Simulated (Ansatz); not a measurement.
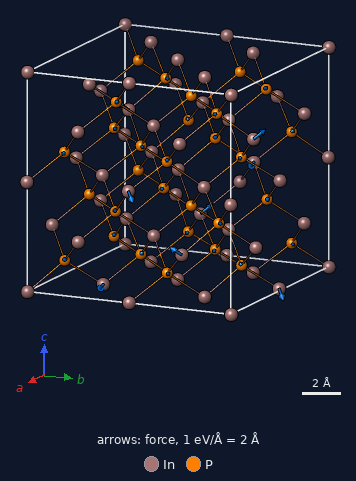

Starting geometry of a defect cell of composition In17P15 (cell charge −2) with the computed forces as blue arrows. A ball-and-stick model of the conventional cell (2 times the calculation's cell), seen from a free direction. Lengths and directions refer to the drawn axes.

Case: In on a P site (d), charge -2, atoms relaxed at the host's cell.

Theory: DFT PBE, scalar-relativistic, plane waves, PAW (Ansatz). Set-up: plane-wave cutoff 420 eV; k-point mesh 2 × 2 × 2; occupations gaussian; smearing width 0.02 eV; mesh shifted by (0.5, 0.5, 0.5); no spin polarisation; atoms relaxed in a fixed cell; force threshold 0.025 eV/Å; at most 45 steps.

**What follows when this structure is relaxed?**

It isn't relaxed: the largest force vector, on In atoms, is 0.45 eV/Å. The atoms end up moving mostly along the starting forces (cosine between the two patterns 0.95). Over 2 accepted moves (3 points after the start) the energy falls by 43.6 meV per cell of the calculation. Largest force component: 0.26 eV/Å at the start, 0.0068 eV/Å at the end. The line search rejected the trial step at point 1 of the run. The largest moves, 0.041 Å, are those of In atoms. By element the largest moves are In 0.041 Å, P 0.009 Å. The lattice vectors keep their values. Near-neighbour distances that change, for instance: In–In 2.707 → 2.666 Å, In–P 2.582 → 2.596 Å, In–P 2.558 → 2.550 Å.

Limits of the set-up: the cell is charged, on a uniform background, and energies carry no finite-size correction.
